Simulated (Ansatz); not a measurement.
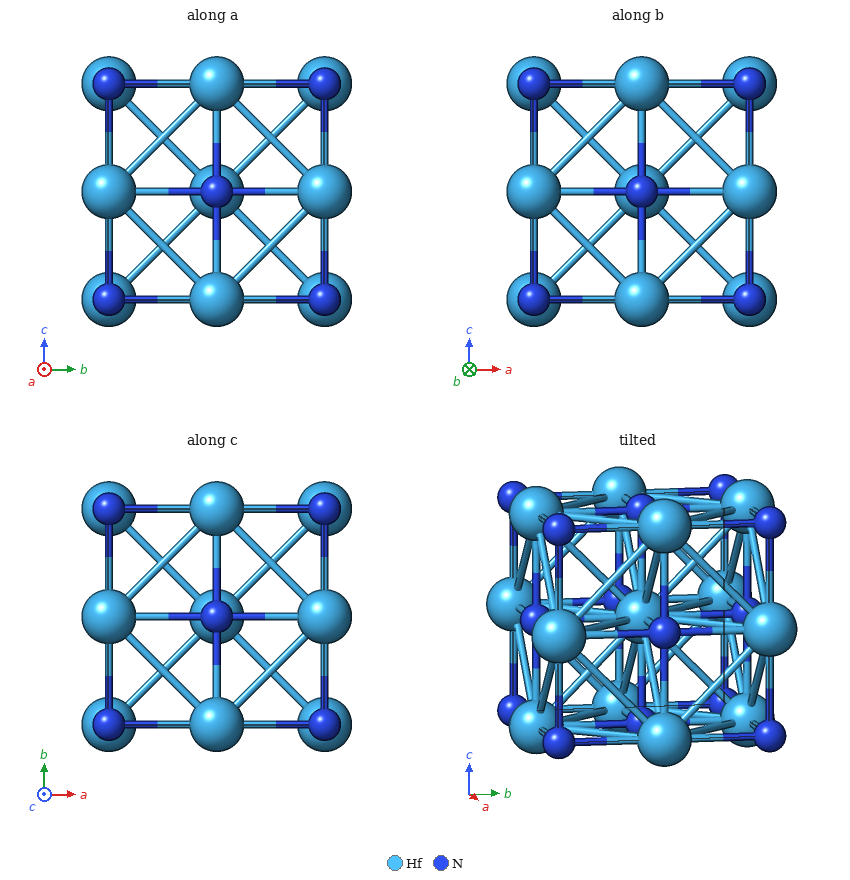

The crystal in a ball-and-stick representation, seen along the a axis, along the b axis, along the c axis and slightly off an axis. The frame is the conventional unit cell; atoms at its boundary are shown with their periodic copies.

Lattice parameters: a = 4.484 Å, b = 4.484 Å, c = 4.484 Å, α = 90.00°, β = 90.00°, γ = 90.00°. Put a along x and b in the xy plane.

Q: Give the structure in the form of a POSCAR file.

A:
```
Hf N
1.0
     4.484    0.000    0.000
     0.000    4.484    0.000
     0.000    0.000    4.484
Hf N
4 4
Direct
  0.5000 0.0000 0.0000
  0.5000 0.5000 0.5000
  0.0000 0.0000 0.5000
  0.0000 0.5000 0.0000
  0.0000 0.0000 0.0000
  0.0000 0.5000 0.5000
  0.5000 0.0000 0.5000
  0.5000 0.5000 0.0000
```

The starting point was a structure type known for this compound. The cell was then strained or its atoms displaced on purpose. An electronic-structure calculation with Ansatz was run on it.

At this level of theory the run's own cell isn't at rest (compressed, at 12 GPa), so its distances can differ from those at equilibrium, the more so the softer the solid.
